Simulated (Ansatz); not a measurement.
## A series of single points on Nb

System: Nb (Fd-3m, 2 atoms in the cell).
Method: DFT, LDA (PW92), plane waves (420 eV) with PAW, scalar-relativistic, no spin polarisation (Ansatz 0.2.0).

The 6 runs differ only in the geometry, by an even scaling of the cell at fixed fractional positions.

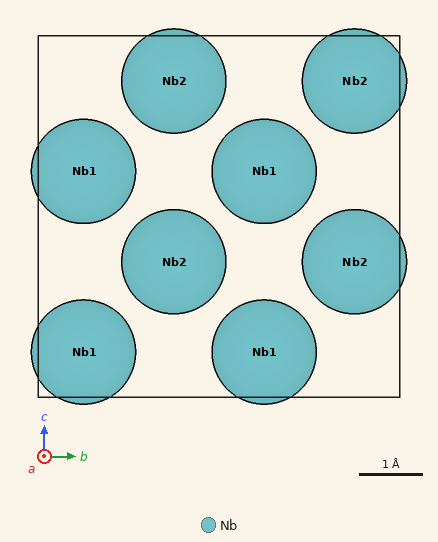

Figure 1. The structure of run 4 (spheres-only view of the cell 4 times as large as that of the calculation, set on its symmetry axes, along the a axis; atoms are numbered from 1 in the order of the input).

## Input of run 4
```yaml
crystal:
  lattice:
    - [0.0, 2.8782938612, 2.8782938612]
    - [2.8782938612, 0.0, 2.8782938612]
    - [2.8782938612, 2.8782938612, 0.0]
  atoms:
    - { symbol: Nb, position: [0.125, 0.125, 0.125] }
    - { symbol: Nb, position: [0.875, 0.875, 0.875] }
hamiltonian:
  xc: lda
  pseudopotentials:
    kind: paw
    azcp:
      Nb: "pseudopotentials/Nb.paw.azcp"
basis:
  ecutwfc: 420
  fft_grid_basis: typed
kpoints:
  mp_grid: { grid: [11, 11, 11], shift: [0, 0, 0] }
magnetization:
  spin_polarized: false
scf:
  occupations: { method: fermi_dirac, width: 0.1 }
  lower_state_search: "off"
output:
  stress: true
```

Run 3 differs from it as follows:
```diff
-    - [0.0, 2.8782938612, 2.8782938612]
-    - [2.8782938612, 0.0, 2.8782938612]
-    - [2.8782938612, 2.8782938612, 0.0]
+    - [0.0, 2.8393932296, 2.8393932296]
+    - [2.8393932296, 0.0, 2.8393932296]
+    - [2.8393932296, 2.8393932296, 0.0]
```

## Results, with one run withheld

```tsv
run	volume per atom (Å³)	free energy per atom, from the lowest run given (meV)	pressure (GPa)
1	20.984	108.93	13.47
2	21.938	45.16	8.11
3	22.892	?	?
4	23.845	0.00	0.03
5	25.753	33.24	−5.25
6	26.707	70.49	−7.20
```

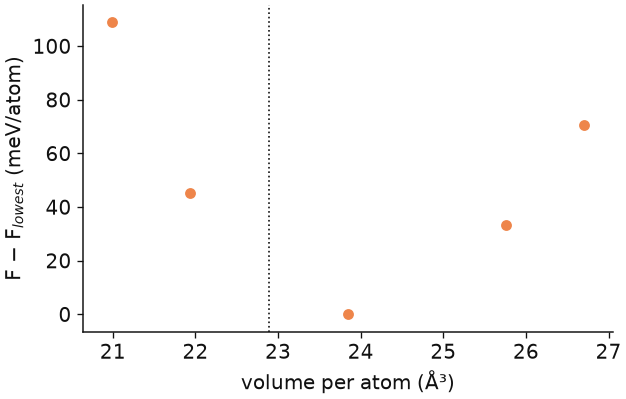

Figure 2. Free energy per atom of the runs given; the dotted line marks run 3.

Fit the runs given and predict run 3.

A cubic polynomial in V^(−2/3) (the Birch–Murnaghan form), fitted to the 5 runs given, misses them by at most 0.04 meV per atom. With x = V^(−2/3) − 0.12127 Å⁻², it reads F = 0.38996 + 1145.6 x + 9.3033e+05 x² + 5.6539e+05 x³ (meV per atom). At run 3 it gives 10.68 meV per atom, and the run itself gives 10.57. The slope of the fit gives a pressure −dF/dV of 3.65 GPa there, and the run prints 3.65 GPa. The fit has its minimum at 23.861 Å³ per atom, where V d²F/dV² gives 80.7 GPa: the bulk modulus at this level, since symmetry fixes the shape and the positions.

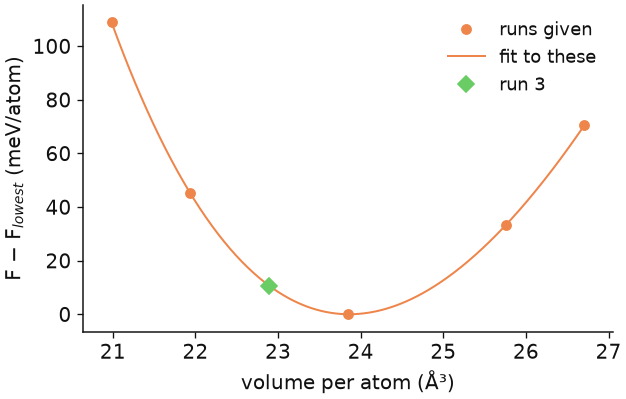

Figure 3. The fit and the withheld run.

## Output, shortened to warnings, some set-up lines, iterations and results (run 3)
```
Warning: [file] the record states the generating functional pbe (its physics header spells it `PBE`), which answers neither for hamiltonian.xc's functional nor for the lda family's — results may be inconsistent (PPs are generated against a specific XC)
Basis set: ecut = 420 eV, 893 PW (Γ)
Symmetry: 48 space group operations
k-points: 56 of 1331
Initial density: superposition of atomic densities (neutral atoms: chi_scale 0, normalization atom), corrected by the library's trained network
[...]
SCF iter   1: F=—  HF=-8879.998309 eV  |F-HF|=—  |Δ(HF+E_count)|=         —  Δρ=8.24e-3  dr2=8.14e-3  ethr=1.77e-3  ⟨swp⟩=5.1  Hψ=4805  notcnv=0
SCF iter   2: F=—  HF=-8879.997939 eV  |F-HF|=—  |Δ(HF+E_count)|=   3.70e-4  Δρ=4.48e-3  dr2=2.61e-3  ethr=3.13e-5  ⟨swp⟩=1.0  Hψ=1404  notcnv=0
SCF iter   3: F=—  HF=-8879.998119 eV  |F-HF|=—  |Δ(HF+E_count)|=   1.79e-4  Δρ=4.33e-4  dr2=1.18e-4  ethr=1.00e-5  ⟨swp⟩=1.0  Hψ=952  notcnv=0
SCF iter   4: F=—  HF=-8879.998108 eV  |F-HF|=—  |Δ(HF+E_count)|=   1.09e-5  Δρ=8.31e-5  dr2=4.77e-6  ethr=4.55e-7  ⟨swp⟩=2.1  Hψ=1143  notcnv=0
SCF iter   5: F=—  HF=-8879.998109 eV  |F-HF|=—  |Δ(HF+E_count)|=   8.55e-7  Δρ=1.98e-5  dr2=1.54e-7  ethr=1.83e-8  ⟨swp⟩=2.0  Hψ=1139  notcnv=0
SCF iter   6: F=-8879.998109 eV  HF=-8879.998109 eV  |F-HF|=3.02e-9  |Δ(HF+E_count)|=   5.42e-8  Δρ=3.71e-6  dr2=3.78e-9  ethr=3.85e-10  ⟨swp⟩=4.0  Hψ=2984  notcnv=0
SCF 1 converged in 6 iterations: F = -8879.998109 eV  dr2 = 3.78e-9
SCF converged after 6 iterations
Free energy (F): -8879.998109 eV
Harris-Foulkes:  -8879.998109 eV  (|F-HF|=3.02e-9)
Internal energy: -8879.901475 eV  (E = F + TS)
E sigma→0 (E₀):  -8879.949792 eV
Entropy (-TS):   -0.096634 eV (-48.317 meV/atom)
Fermi energy:    12.931560 eV
--- Per-component energies (eV) ---
  E_band       = -258.328876
  E_kinetic    = 797.888290
  E_local      = -2031.480808  (includes V_loc(G=0)·N_el)
  E_nonlocal   = 259.456031
  E_hartree    = 683.117715
  E_xc         = -347.576641
  E_vxc        = -423.684630  (∫ρ·V_xc dr)
  E_paw        = -5933.743672  (= ΣΔE_a)
  E_vpaw       = -226.744215  (= ΣTr[D̂ρ^β])
  E_aug_tail   = 0.000012  (compensation charges beyond the density's cutoff)
  E_ewald      = -2308.413790
  E_core_change = 0.851389  (= ΣΔE_core)
  E_smearing   = -0.096634  (= −TS)
  E_closure    = -0.000000  (closes the sum)
  Σ components = -8879.998109   (vs F -8879.998109, Δ=0.00e0)
--- Stress (GPa, compression-positive) ---
        3.653313       0.000000      -0.000000
        0.000000       3.653313      -0.000000
       -0.000000      -0.000000       3.653313
  P = ⅓ Tr σ = 3.6533 GPa (36.533 kbar)
```

The program warns: the PAW datasets were made with another functional.
